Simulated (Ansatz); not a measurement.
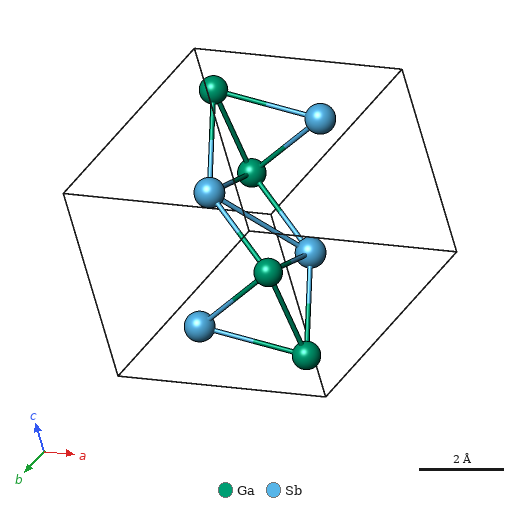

Starting structure of crystalline GaSb$_{2}$ (a generated structure, set up in I4/mcm) (coarse preliminary run). Style: ball-and-stick. Shown: the cell of the calculation, from a free direction.

Case: V → Ga on all its sites, cell and atoms relaxed.

Theory: Ansatz, DFT PBEsol, scalar-relativistic, plane waves, PAW.

Input
```yaml
crystal:
  lattice:
    - [-3.0969735145, 3.0969735145, 2.619234924]
    - [3.0969735145, -3.0969735145, 2.619234924]
    - [3.0969735145, 3.0969735145, -2.619234924]
  atoms:
    - { symbol: Ga, position: [0.25, 0.25, 0.0] }
    - { symbol: Ga, position: [0.75, 0.75, 0.0] }
    - { symbol: Sb, position: [0.6571991861, 0.1571991861, 0.8143983722] }
    - { symbol: Sb, position: [0.1571991861, 0.3428008139, 0.5] }
    - { symbol: Sb, position: [0.3428008139, 0.8428008139, 0.1856016278] }
    - { symbol: Sb, position: [0.8428008139, 0.6571991861, 0.5] }
basis:
  ecutwfc: 420
kpoints:
  mp_grid: { grid: [6, 6, 6] }
hamiltonian:
  xc: pbesol
scf:
  occupations: { method: gaussian, width: 0.1 }
output:
  forces: true
  stress: true
  eigenvalues: true
relax:
  adjacent_minimum: "off"
  f_tol: 0.05
  max_steps: 60
  cell: { stress_tol: 0.5 }
```

Command:
```bash
ansatz run input.yaml --threads 1 --pin off --max-ram 2560MiB --backend cpu --events-out ev --progress --plain --runs-dir out
```

What does the optimiser find from here?

The energy falls by 841 meV per atom in 7 accepted moves (9 points after the start). The largest force component goes from 0.35 to 0.017 eV/Å. Pressure: 50.14 GPa at the start and −0.02 GPa at the end. The SCF was repeated twice at an unchanged geometry on a basis and grid sized afresh for the cell, which shifted the energy by 17.3 meV per atom at most. The largest moves relative to the cell, 0.17 Å, are those of Sb3, Sb4, Sb5 and Sb6. Sb6 goes along [1 −1 0]. Ga stays in place. The volume changes by +44.3 %, with a = b = c 5.103 → 5.826 Å (+14.2 %), α 105.3° → 102.8°, β 105.3° → 102.8°, γ 118.2° → 123.8°. Among the contacts that change: Sb3–Sb5 3.083 → 3.550 Å, Ga1–Sb3 2.678 → 3.123 Å, Sb3–Sb5 (another image) 2.754 → 2.888 Å, Ga1–Ga2 2.619 → 2.745 Å. Bond angles that change, for instance: Ga1–Sb4–Ga1 144.7° → 137.8°, Ga1–Sb4–Sb6 107.7° → 111.1°. The space group stays I4/mcm (No. 140).

History of the run:

| step | E − E(0), meV/atom | largest force component, eV/Å | pressure, GPa | volume, Å³/atom | note |
| --- | --- | --- | --- | --- | --- |
| 0 | 0.00 | 0.3538 | 50.14 | 16.748 |  |
| 1 | -538.84 | 0.2538 | 22.10 | 19.223 |  |
| 2 | -761.53 | 0.2108 | 6.78 | 21.739 |  |
| 3 | -814.10 | 0.0755 | -1.57 | 24.021 |  |
| 4 | -817.58 | 0.0403 | -0.75 | 23.763 |  |
| 5 | -818.92 | 0.0212 | 0.04 | 23.529 |  |
| 6 | -836.24 | 0.0155 | 1.52 | 23.529 | same geometry, new basis |
| 7 | -840.54 | 0.0332 | 0.39 | 24.028 |  |
| 8 | -841.26 | 0.0170 | 0.00 | 24.161 |  |
| 9 | -841.42 | 0.0170 | -0.02 | 24.161 | same geometry, new basis |

After the run, drawn alike:

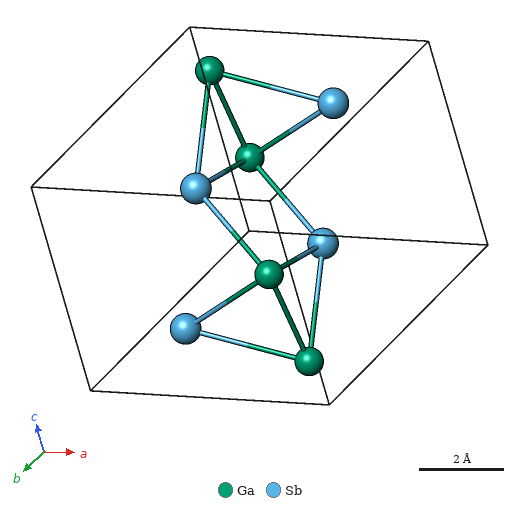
